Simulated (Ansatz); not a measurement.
Consider CO₂.

The calculation's input:

```
crystal:
  lattice:
    - [4.2732176027, 0.0, 0.0]
    - [0.0, 4.2732176027, 0.0]
    - [0.0, 0.0, 4.5536405585]
  atoms:
    - { symbol: C, position: [0.5, 0.5, 0.5] }
    - { symbol: C, position: [0.0, 0.0, 0.0] }
    - { symbol: O, position: [0.3100325962, 0.6899674038, 0.5] }
    - { symbol: O, position: [0.6899674038, 0.3100325962, 0.5] }
    - { symbol: O, position: [0.1899674038, 0.1899674038, 0.0] }
    - { symbol: O, position: [0.8100325962, 0.8100325962, 0.0] }
basis:
  ecutwfc: 500
kpoints:
  mp_grid: { grid: [6, 6, 6] }
hamiltonian:
  xc: r2scan
scf:
  occupations: { method: gaussian, width: 0.02 }
output:
  forces: true
  stress: true
  eigenvalues: true
  write_density: true
  write_potential: true
  elf: true
  volumetric_format: npy
relax:
  adjacent_minimum: "off"
  f_tol: 0.01
  max_steps: 30
  cell: { stress_tol: 0.1, fix: [volume] }
```

Command:

```sh
ansatz run input.yaml --threads 1 --pin off --max-ram 2560MiB --backend cpu --events-out ev --progress --plain --runs-dir out
```

Below, planes, directions and counts refer to the conventional cell (a = 4.27 Å, b = 4.27 Å, c = 4.56 Å, α = 90.00°, β = 90.00°, γ = 90.00°).

The fields are those of the relaxed geometry.

Space group P4₂/mnm; a structure from a database of computed crystals, not necessarily the ambient phase; changed on purpose from its base cell (volume × 0.94, shape and atoms relaxed).

Method: DFT r2SCAN, scalar-relativistic, plane waves, PAW (Ansatz).

Predict the valence pseudo-density and electron localisation function between the atoms.

Answer. C–O (1.16 Å): the density is about 3.7 e/Å³ at the midpoint; the ELF peaks at about 0.80 between the atoms (inside overlapping PAW spheres, so only a guide); a multiple bond.

Metal or insulator at this level of theory?

Answer. It is gapped, with a Kohn–Sham gap of 7.3 eV on the k-point mesh, an upper bound to the gap of this method.

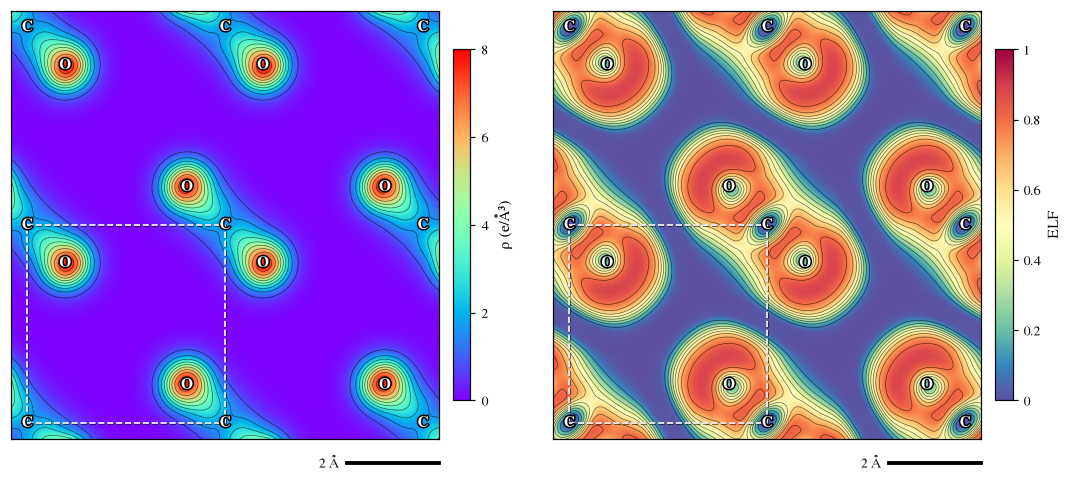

Computed valence pseudo-density and electron localisation function on the (001) plane of the conventional cell, in this order. 
